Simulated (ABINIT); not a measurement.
# SnSe2: dielectric calculation (part 2 of 3)

SnSe2 (P-3m1, 3 atoms in the cell); Kohn-Sham DFT of a periodic cell, PBEsol, JTH PAW PBE v2.0, no spin polarisation (ABINIT 10.8.3); cutoff 435.38 eV, 6×6×4 k-mesh, fixed occupations. The structure derives from an entry of the Crystallography Open Database. The settings are looser than a standard set-up, so the numbers are not reference values.

Geometry of the input (Å; fractional positions):
```
3.8110  0.0000  0.0000
-1.9055  3.3004  0.0000
0.0000  0.0000  6.1360
Sn 0.0000  0.0000  0.0000
Se 0.6667  0.3333  0.7510
Se 0.3333  0.6667  0.2490
```

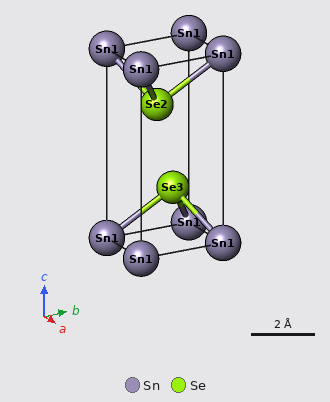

Fig. 1: The structure (ball-and-stick view of the cell of the calculation, seen slightly off an axis; atoms are numbered from 1 in the order of the input).

Output, continued:
```
 Mean square residual over all n,k,spin=   48.318E-17; max=  98.200E-17
 reduced coordinates (array xred) for    3 atoms
       0.000000000000      0.000000000000      0.000000000000
       0.666666666667      0.333333333333      0.751000000000
       0.333333333333      0.666666666667      0.249000000000
 rms dE/dt=  6.3505E-02; max dE/dt=  1.3471E-01; dE/dt below (all hartree)
    1       0.000000000000      0.000000000000      0.000000000000
    2      -0.000000000000      0.000000000000      0.134714682559
    3      -0.000000000000      0.000000000000     -0.134714682559

 cartesian coordinates (angstrom) at end:
    1      0.00000000000000     0.00000000000000     0.00000000000000
    2      1.90549999869437     1.10014093720680     4.60813599687231
    3     -0.00000000000000     2.20028187441359     1.52786399896299

 cartesian forces (hartree/bohr) at end:
    1     -0.00000000000000     0.00000000000000    -0.00000000000000
    2      0.00000000000000     0.00000000000000    -0.01161798239637
    3     -0.00000000000000    -0.00000000000000     0.01161798239637
 frms,max,avg= 5.4767694E-03 1.1617982E-02   0.000E+00  0.000E+00  0.000E+00 h/b

 cartesian forces (eV/Angstrom) at end:
    1     -0.00000000000000     0.00000000000000    -0.00000000000000
    2      0.00000000000000     0.00000000000000    -0.59742067513024
    3     -0.00000000000000    -0.00000000000000     0.59742067513024
 frms,max,avg= 2.8162681E-01 5.9742068E-01   0.000E+00  0.000E+00  0.000E+00 e/A
 length scales=  7.201746260900  7.201746260900 11.595359500700 bohr
              =  3.810999997389  3.810999997389  6.135999995835 angstroms
 Fermi (or HOMO) energy (hartree) =   0.06151   Average Vxc (hartree)=  -0.36135
 Eigenvalues (hartree) for nkpt=  20  k points:
 kpt#   1, nband= 13, wtk=  0.01389, kpt=  0.0000  0.0000  0.1250 (reduced coord)
  -0.71333   -0.71333   -0.71216   -0.71143   -0.71143   -0.45070   -0.38743   -0.15670
   0.03745    0.03745    0.04708    0.05101    0.05101
 prteigrs : prtvol=0 or 1, do not print more k-points.

--- !EnergyTerms
iteration_state     : {dtset: 1, }
comment             : Components of total free energy in Hartree
kinetic             :  1.86538493955919E+01
hartree             :  3.64783442304665E+01
xc                  : -1.93324175891504E+01
Ewald energy        : -5.60869136600165E+01
psp_core            :  4.39856431629764E+00
local_psp           : -9.52739993827204E+01
PAW spherical_terms :  2.22507415880785E+01
total_energy        : -8.89118311014528E+01
total_energy_eV     : -2.41941417793906E+03
...

--- !EnergyTermsDC
iteration_state     : {dtset: 1, }
comment             : '"Double-counting" decomposition of free energy'
band_energy         : -9.17086380949655E+00
Ewald energy        : -5.60869136600165E+01
psp_core            :  4.39856431629764E+00
xc_dc               : -4.40369256090076E+01
PAW spherical_terms :  1.59843076588960E+01
total_energy_dc     : -8.89118311033270E+01
total_energy_dc_eV  : -2.41941417799006E+03
...

--- !EnergyTermsWithPAWCore
iteration_state     : {dtset: 1, }
comment             : 'Components of total free energy, including PAW core contributions'
Total energy        : -1.10315393838347E+04
Total energy DC     : -1.10315393838366E+04
Total energy (eV)   : -3.00183479061279E+05
Total energy DC (eV): -3.00183479061330E+05
...

 Cartesian components of stress tensor (hartree/bohr^3)
  sigma(1 1)= -5.81258194E-05  sigma(3 2)=  0.00000000E+00
  sigma(2 2)= -5.81258197E-05  sigma(3 1)=  0.00000000E+00
  sigma(3 3)= -1.16016904E-04  sigma(2 1)=  0.00000000E+00

-Cartesian components of stress tensor (GPa)         [Pressure=  2.2779E+00 GPa]
- sigma(1 1)= -1.71012065E+00  sigma(3 2)=  0.00000000E+00
- sigma(2 2)= -1.71012066E+00  sigma(3 1)=  0.00000000E+00
- sigma(3 3)= -3.41333517E+00  sigma(2 1)=  0.00000000E+00

================================================================================
== DATASET  2 ==================================================================

--- !DatasetInfo
iteration_state: {dtset: 2, }
dimensions: {natom: 3, nkpt: 72, mband: 13, nsppol: 1, nspinor: 1, nspden: 1, mpw: 1617, }
cutoff_energies: {ecut:  16.0, pawecutdg:  32.0, }
electrons: {nelect:   2.60000000E+01, charge:   0.00000000E+00, occopt:   1.00000000E+00, tsmear:   1.00000000E-02, }
meta: {optdriver: 1, rfelfd: 2, }
...

 mkfilename : getwfk/=0, take file _WFK from output of DATASET   1.

 Real(R)+Recip(G) space primitive vectors, cartesian coordinates (Bohr,Bohr^-1):
 R(1)=  7.2017463  0.0000000  0.0000000  G(1)=  0.1388552  0.0801681  0.0000000
 R(2)= -3.6008731  6.2368952  0.0000000  G(2)=  0.0000000  0.1603362  0.0000000
 R(3)=  0.0000000  0.0000000 11.5953595  G(3)=  0.0000000  0.0000000  0.0862414
 Unit cell volume ucvol=  5.2082339E+02 bohr^3
 Angles (23,13,12)=  9.00000000E+01  9.00000000E+01  1.20000000E+02 degrees
 setup1 : take into account q-point for computing boxcut.

 Coarse grid specifications (used for wave-functions):

 getcut: wavevector=  0.0000  0.0000  0.0000  ngfft=  27  27  45
         ecut(hartree)=     16.000   => boxcut(ratio)=   2.00696

 Fine grid specifications (used for densities):

 getcut: wavevector=  0.0000  0.0000  0.0000  ngfft=  40  40  60
         ecut(hartree)=     32.000   => boxcut(ratio)=   2.03202
--------------------------------------------------------------------------------

 ==>  initialize data related to q vector <==

 The list of irreducible perturbations for this q vector is:
    1)    idir= 1    ipert=   4
    2)    idir= 2    ipert=   4
    3)    idir= 3    ipert=   4

================================================================================

--------------------------------------------------------------------------------
 Perturbation wavevector (in red.coord.)   0.000000  0.000000  0.000000
 Perturbation : derivative vs k along direction   1
 The set of symmetries contains only one element for this perturbation.
 symkpt : not enough symmetry to change the number of k points.

--------------------------------------------------------------------------------

--------------------------------------------------------------------------------

 Initialisation of the first-order wave-functions :
  ireadwf=   0

--- !BeginCycle
iteration_state: {dtset: 2, }
solver: {iscf: -3, nstep: 80, nline: 4, wfoptalg: 10, }
tolerances: {tolwfr: 1.00E-18, }
...

     iter   2DEtotal(Ha)        deltaE(Ha) residm    vres2
-ETOT  1  -34.210989659185     -3.421E+01 4.170E-01 0.000E+00
 ETOT  2  -34.426668590506     -2.157E-01 2.372E-02 0.000E+00
 ETOT  3  -34.437219403668     -1.055E-02 1.077E-03 0.000E+00
 ETOT  4  -34.438054197406     -8.348E-04 2.892E-04 0.000E+00
 ETOT  5  -34.438143148296     -8.895E-05 2.220E-05 0.000E+00
 ETOT  6  -34.438153810570     -1.066E-05 6.817E-06 0.000E+00
 ETOT  7  -34.438155238074     -1.428E-06 5.926E-07 0.000E+00
 ETOT  8  -34.438155439617     -2.015E-07 1.703E-07 0.000E+00
 ETOT  9  -34.438155469524     -2.991E-08 1.526E-08 0.000E+00
 ETOT 10  -34.438155474092     -4.568E-09 4.215E-09 0.000E+00
 ETOT 11  -34.438155474808     -7.158E-10 4.164E-10 0.000E+00
 ETOT 12  -34.438155474922     -1.140E-10 1.044E-10 0.000E+00
 ETOT 13  -34.438155474941     -1.849E-11 1.273E-11 0.000E+00
 ETOT 14  -34.438155474944     -2.984E-12 2.650E-12 0.000E+00
 ETOT 15  -34.438155474944     -5.045E-13 3.943E-13 0.000E+00
 ETOT 16  -34.438155474944     -5.684E-14 7.153E-14 0.000E+00
 ETOT 17  -34.438155474944     -5.684E-14 1.228E-14 0.000E+00
 ETOT 18  -34.438155474944      2.132E-14 2.224E-15 0.000E+00
 ETOT 19  -34.438155474944      1.421E-14 3.838E-16 0.000E+00
 ETOT 20  -34.438155474944     -7.105E-15 6.933E-17 0.000E+00
 ETOT 21  -34.438155474944      2.132E-14 1.202E-17 0.000E+00
 ETOT 22  -34.438155474944     -4.263E-14 2.166E-18 0.000E+00
 ETOT 23  -34.438155474944      1.421E-14 9.933E-19 0.000E+00

 At SCF step   23   max residual=  9.93E-19 < tolwfr=  1.00E-18 =>converged.
================================================================================

 ----iterations are completed or convergence reached----

 Mean square residual over all n,k,spin=   55.972E-20; max=  99.328E-20
 dfpt_looppert : ek2=    5.2774750080E+01
          f-sum rule ratio=    8.3768966698E-01
 Expectation of eigenvalue derivatives (hartree) for nkpt=  72  k points:
  (in case of degenerate eigenvalues, averaged derivative)
 kpt#   1, nband= 13, wtk=  0.01389, kpt=  0.0000  0.0000  0.1250 (reduced coord)
  -0.00000   -0.00000    0.00000   -0.00000   -0.00000   -0.00000    0.00000   -0.00000
  -0.00000   -0.00000    0.00000   -0.00000   -0.00000
 prteigrs : prtvol=0 or 1, do not print more k-points.

 2DEtotal=   -0.3443815547E+02 Ha. Also 2DEtotal=   -0.937109950228E+03 eV
    (  non-var. 2DEtotal :   -3.4438155476E+01 Ha)

--------------------------------------------------------------------------------
 Perturbation wavevector (in red.coord.)   0.000000  0.000000  0.000000
 Perturbation : derivative vs k along direction   2
 The set of symmetries contains only one element for this perturbation.
 symkpt : not enough symmetry to change the number of k points.

--------------------------------------------------------------------------------

--------------------------------------------------------------------------------

 Initialisation of the first-order wave-functions :
  ireadwf=   0

--- !BeginCycle
iteration_state: {dtset: 2, }
solver: {iscf: -3, nstep: 80, nline: 4, wfoptalg: 10, }
tolerances: {tolwfr: 1.00E-18, }
...

     iter   2DEtotal(Ha)        deltaE(Ha) residm    vres2
-ETOT  1  -34.216315128364     -3.422E+01 5.408E-01 0.000E+00
 ETOT  2  -34.426947753616     -2.106E-01 2.456E-02 0.000E+00
 ETOT  3  -34.437249416768     -1.030E-02 1.167E-03 0.000E+00
 ETOT  4  -34.438058509940     -8.091E-04 3.611E-04 0.000E+00
 ETOT  5  -34.438143913255     -8.540E-05 2.214E-05 0.000E+00
 ETOT  6  -34.438154009556     -1.010E-05 7.931E-06 0.000E+00
 ETOT  7  -34.438155340915     -1.331E-06 5.485E-07 0.000E+00
 ETOT  8  -34.438155525239     -1.843E-07 1.834E-07 0.000E+00
 ETOT  9  -34.438155552048     -2.681E-08 1.331E-08 0.000E+00
 ETOT 10  -34.438155556051     -4.004E-09 4.272E-09 0.000E+00
 ETOT 11  -34.438155556665     -6.133E-10 3.094E-10 0.000E+00
 ETOT 12  -34.438155556760     -9.565E-11 1.002E-10 0.000E+00
 ETOT 13  -34.438155556776     -1.514E-11 7.173E-12 0.000E+00
 ETOT 14  -34.438155556778     -2.501E-12 2.406E-12 0.000E+00
 ETOT 15  -34.438155556778     -2.487E-13 1.719E-13 0.000E+00
 ETOT 16  -34.438155556778     -1.137E-13 5.956E-14 0.000E+00
 ETOT 17  -34.438155556778     -5.684E-14 5.158E-15 0.000E+00
 ETOT 18  -34.438155556778      3.553E-14 1.510E-15 0.000E+00
 ETOT 19  -34.438155556778      2.132E-14 1.877E-16 0.000E+00
 ETOT 20  -34.438155556778     -2.842E-14 3.887E-17 0.000E+00
 ETOT 21  -34.438155556778      1.421E-14 6.849E-18 0.000E+00
 ETOT 22  -34.438155556778      2.842E-14 9.933E-19 0.000E+00

 At SCF step   22   max residual=  9.93E-19 < tolwfr=  1.00E-18 =>converged.
================================================================================

 ----iterations are completed or convergence reached----

 Mean square residual over all n,k,spin=   55.437E-20; max=  99.328E-20
 dfpt_looppert : ek2=    5.2774750078E+01
          f-sum rule ratio=    8.3768966995E-01
 Expectation of eigenvalue derivatives (hartree) for nkpt=  72  k points:
  (in case of degenerate eigenvalues, averaged derivative)
 kpt#   1, nband= 13, wtk=  0.01389, kpt=  0.0000  0.0000  0.1250 (reduced coord)
   0.00000    0.00000    0.00000   -0.00000   -0.00000   -0.00000    0.00000   -0.00000
   0.00000    0.00000   -0.00000    0.00000    0.00000
 prteigrs : prtvol=0 or 1, do not print more k-points.

 2DEtotal=   -0.3443815556E+02 Ha. Also 2DEtotal=   -0.937109952455E+03 eV
    (  non-var. 2DEtotal :   -3.4438155558E+01 Ha)

--------------------------------------------------------------------------------
 Perturbation wavevector (in red.coord.)   0.000000  0.000000  0.000000
 Perturbation : derivative vs k along direction   3
 The set of symmetries contains only one element for this perturbation.
 symkpt : not enough symmetry to change the number of k points.

--------------------------------------------------------------------------------

--------------------------------------------------------------------------------

 Initialisation of the first-order wave-functions :
  ireadwf=   0

--- !BeginCycle
iteration_state: {dtset: 2, }
solver: {iscf: -3, nstep: 80, nline: 4, wfoptalg: 10, }
tolerances: {tolwfr: 1.00E-18, }
...

     iter   2DEtotal(Ha)        deltaE(Ha) residm    vres2
-ETOT  1  -9.7698035680879     -9.770E+00 3.716E-02 0.000E+00
 ETOT  2  -9.8366724859131     -6.687E-02 2.263E-02 0.000E+00
 ETOT  3  -9.8404682719508     -3.796E-03 5.448E-04 0.000E+00
 ETOT  4  -9.8408018940490     -3.336E-04 3.141E-04 0.000E+00
 ETOT  5  -9.8408394064542     -3.751E-05 8.816E-06 0.000E+00
 ETOT  6  -9.8408440849893     -4.679E-06 6.698E-06 0.000E+00
 ETOT  7  -9.8408447179588     -6.330E-07 1.988E-07 0.000E+00
 ETOT  8  -9.8408448069686     -8.901E-08 1.522E-07 0.000E+00
 ETOT  9  -9.8408448198959     -1.293E-08 4.689E-09 0.000E+00
 ETOT 10  -9.8408448218031     -1.907E-09 3.548E-09 0.000E+00
 ETOT 11  -9.8408448220887     -2.856E-10 1.114E-10 0.000E+00
 ETOT 12  -9.8408448221317     -4.305E-11 8.377E-11 0.000E+00
 ETOT 13  -9.8408448221383     -6.551E-12 2.668E-12 0.000E+00
 ETOT 14  -9.8408448221393     -9.841E-13 1.997E-12 0.000E+00
 ETOT 15  -9.8408448221394     -1.528E-13 6.385E-14 0.000E+00
 ETOT 16  -9.8408448221395     -2.842E-14 4.792E-14 0.000E+00
 ETOT 17  -9.8408448221395     -3.553E-15 1.536E-15 0.000E+00
 ETOT 18  -9.8408448221395     -7.105E-15 1.157E-15 0.000E+00
 ETOT 19  -9.8408448221395      1.421E-14 3.693E-17 0.000E+00
 ETOT 20  -9.8408448221395     -1.243E-14 2.804E-17 0.000E+00
 ETOT 21  -9.8408448221395      5.329E-15 9.983E-19 0.000E+00

 At SCF step   21   max residual=  9.98E-19 < tolwfr=  1.00E-18 =>converged.
================================================================================

 ----iterations are completed or convergence reached----
```
